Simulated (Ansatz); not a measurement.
A series of calculations on Ga$_{2}$O

### Vibrations

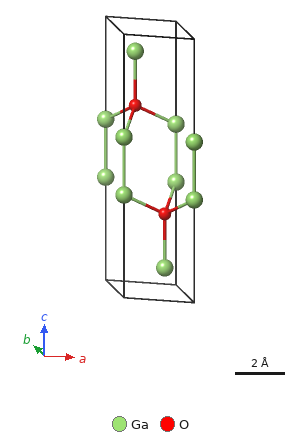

Lattice vibrations of a crystal of Ga2O (a generated structure) relaxed at 8 GPa, space group P-3m1 (No. 164), at the zone centre. A ball-and-stick model of the cell of the calculation, seen slightly off an axis.

Level of theory: DFT PBE, scalar-relativistic, plane waves, PAW (Ansatz). Set-up: plane-wave cutoff 420 eV; k-point mesh 12 × 12 × 4; occupations fermi dirac; smearing width 0.15 eV; target pressure 8 GPa; no spin polarisation.

The frequencies depend somewhat on the k-mesh and the smearing.

> Which optical modes does it have, at what frequencies, and is it stable there?

The calculation's cell holds 6 atoms, so there are 15 optical modes, in 10 levels. The optical modes span 3E_g + 2E_u + 2A₂u + 3A₁g. No level is unstable.

```
level  symmetry  frequency (cm⁻¹)         activity
    1       E_g                38     Raman-active
    2       E_u                49  infrared-active
    3       E_g                66     Raman-active
    4       A₂u               105  infrared-active
    5       A₁g               135     Raman-active
    6       A₁g               206     Raman-active
    7       A₂u               382  infrared-active
    8       A₁g               405     Raman-active
    9       E_g               406     Raman-active
   10       E_u               417  infrared-active
```

The crystal is a metal, so free carriers screen the infrared response.

The displacement patterns (one member of each degenerate set), 6 of the levels:

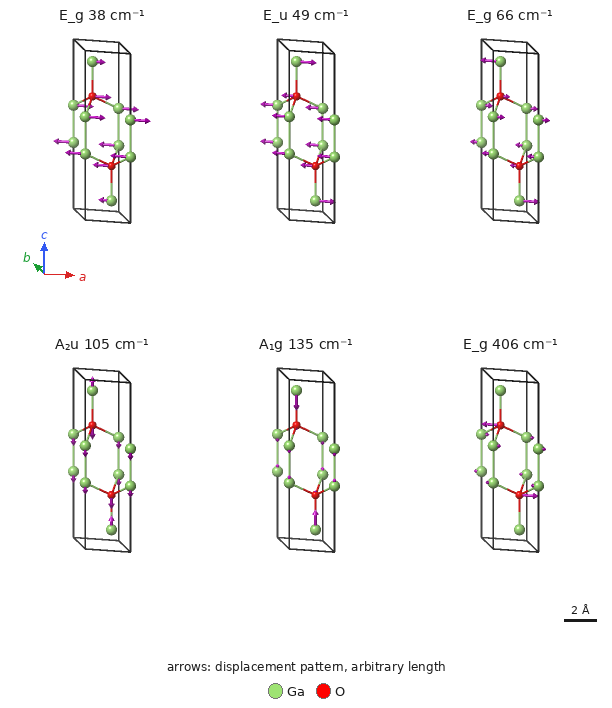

Limits of the set-up: layers or molecules are held without a dispersion correction, so their spacing is unreliable.

### Vibrations

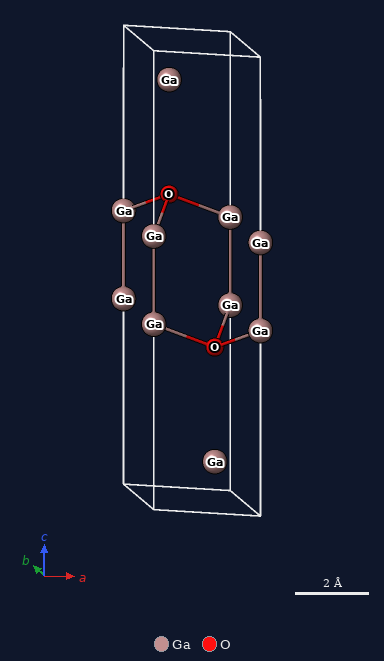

Phonons of solid Ga2O (a generated structure) at 0.98 times its rest volume, space group P-3m1 (No. 164), at the zone centre. A ball-and-stick model of the cell of the calculation, seen slightly off an axis.

All numbers below come from Ansatz, DFT PBE, scalar-relativistic, plane waves, PAW.

The input:
```yaml
crystal:
  lattice:
    - [3.0546061527, 0.0, 0.0]
    - [-1.5273030764, 2.6453665268, 0.0]
    - [0.0, 0.0, 13.1346487621]
  atoms:
    - { symbol: Ga, position: [0.0, 0.0, 0.4040448093] }
    - { symbol: Ga, position: [0.0, 0.0, 0.5959551907] }
    - { symbol: Ga, position: [0.6666666667, 0.3333333333, 0.0954051773] }
    - { symbol: Ga, position: [0.3333333333, 0.6666666667, 0.9045948227] }
    - { symbol: O, position: [0.6666666667, 0.3333333333, 0.3449100201] }
    - { symbol: O, position: [0.3333333333, 0.6666666667, 0.6550899799] }
basis:
  ecutwfc: 420
kpoints:
  mp_grid: { grid: [12, 12, 4] }
hamiltonian:
  xc: pbe
scf:
  occupations: { method: fermi_dirac, width: 0.15 }
output:
  eigenvalues: true
phonons:
  method: dfpt
  eigenvectors: true
```

Launched with:
```bash
ansatz run input.yaml --threads 2 --pin off --max-ram 6144MiB --backend cpu --events-out ev --progress --plain --runs-dir out
```

The frequencies depend somewhat on the k-mesh and the smearing.

Give the spectrum at this point.

Answer. The calculation's cell holds 6 atoms, so there are 15 optical modes, in 10 levels. The optical modes span 2E_u + 2A₂u + 3E_g + 3A₁g. No level is unstable.

```
level  symmetry  frequency (cm⁻¹)         activity
    1       E_u                17  infrared-active
    2       A₂u                23  infrared-active
    3       E_g                30     Raman-active
    4       E_g                73     Raman-active
    5       A₁g               101     Raman-active
    6       A₁g               186     Raman-active
    7       A₂u               432  infrared-active
    8       E_g               455     Raman-active
    9       E_u               457  infrared-active
   10       A₁g               479     Raman-active
```

The crystal is a metal, so free carriers screen the infrared response.

The modes drawn as arrows (one member of each degenerate set), 6 of the levels:

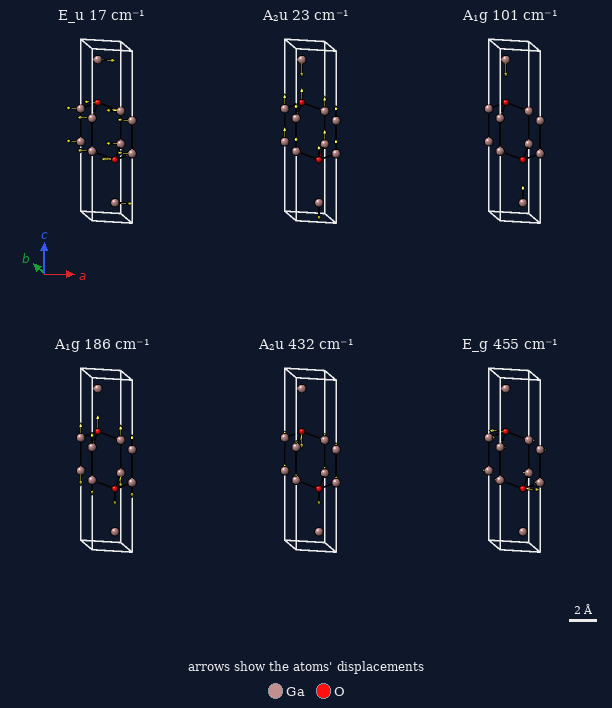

Limits of the set-up: layers or molecules are held without a dispersion correction, so their spacing is unreliable.

### One mode

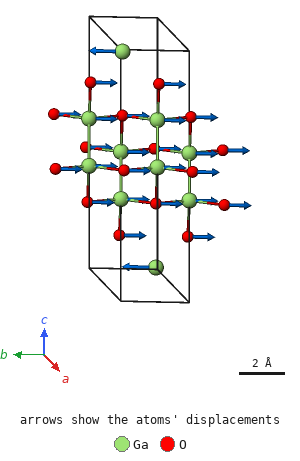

One vibrational mode of solid Ga2O (a generated structure) at the zone centre. Displacements are drawn as blue arrows; their common scale and sign are arbitrary. The picture is a ball-and-stick view of the cell of the calculation, seen from a free direction.

Theory: DFT PBE, scalar-relativistic, plane waves, PAW in Ansatz 0.2.0. Set-up: plane-wave cutoff 420 eV; k-point mesh 12 × 12 × 4; occupations fermi dirac; smearing width 0.15 eV; no spin polarisation.

The frequencies depend somewhat on the k-mesh and the smearing.

Q: Give the symmetry, activity and frequency of this mode.

A: This is the E_u mode (doubly degenerate; one member of the set is drawn) at 14 cm⁻¹, the lowest optical level, infrared-active by symmetry. The Ga (2d) sublattice moves against the Ga (2c) and O sublattices, along b; the kinetic energy is shared as Ga 92 %, O 8 %. The crystal is a metal, so free carriers screen the infrared response. The frequency is so near zero that its sign isn't certain.

Limits of the set-up: layers or molecules are held without a dispersion correction, so their spacing is unreliable.

### Softest mode

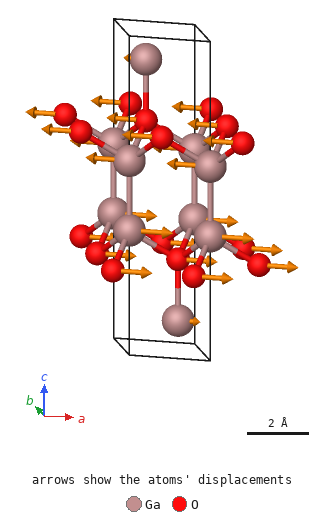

The lowest optical mode of a crystal of Ga2O (a generated structure) relaxed at 25 GPa, space group P-3m1 (No. 164), at the zone centre. The orange arrows are the displacements of the atoms (eigenvector over the root of the mass), of arbitrary overall length and sign. Style: ball-and-stick. Shown: the cell of the calculation, slightly off an axis.

The calculation used DFT PBE, scalar-relativistic, plane waves, PAW in Ansatz.

The input:
```yaml
crystal:
  lattice:
    - [2.8181733102, 0.0, 0.0]
    - [-1.4090866551, 2.4406096789, 0.0]
    - [0.0, 0.0, 10.69576937]
  atoms:
    - { symbol: Ga, position: [0.0, 0.0, 0.390890685] }
    - { symbol: Ga, position: [0.0, 0.0, 0.609109315] }
    - { symbol: Ga, position: [0.6666666667, 0.3333333333, 0.102718283] }
    - { symbol: Ga, position: [0.3333333333, 0.6666666667, 0.897281717] }
    - { symbol: O, position: [0.6666666667, 0.3333333333, 0.2945681441] }
    - { symbol: O, position: [0.3333333333, 0.6666666667, 0.7054318559] }
basis:
  ecutwfc: 420
kpoints:
  mp_grid: { grid: [12, 12, 4] }
hamiltonian:
  xc: pbe
scf:
  occupations: { method: fermi_dirac, width: 0.15 }
output:
  eigenvalues: true
phonons:
  method: dfpt
  eigenvectors: true
```

Run as
```bash
ansatz run input.yaml --threads 2 --pin off --max-ram 6144MiB --backend cpu --events-out ev --progress --plain --runs-dir out
```

The frequencies depend somewhat on the k-mesh and the smearing.

Is the structure stable against all modes at this point?

No. This is the E_g mode (doubly degenerate; one member of the set is drawn) at 1.23i THz, the lowest optical level, Raman-active by symmetry. All motion is along a; atoms of one kind move against one another, with no net shift of any sublattice; the Ga–Ga, Ga–O bond lengths don't change to first order, so for these it is a bending, tilting or sliding motion; the kinetic energy is shared as Ga 84 %, O 16 %. The frequency is imaginary, so the structure is unstable against this distortion. Freezing in the drawn pattern lowers the space group from P-3m1 to P-1 (No. 2).

Limits of the set-up: layers or molecules are held without a dispersion correction, so their spacing is unreliable.
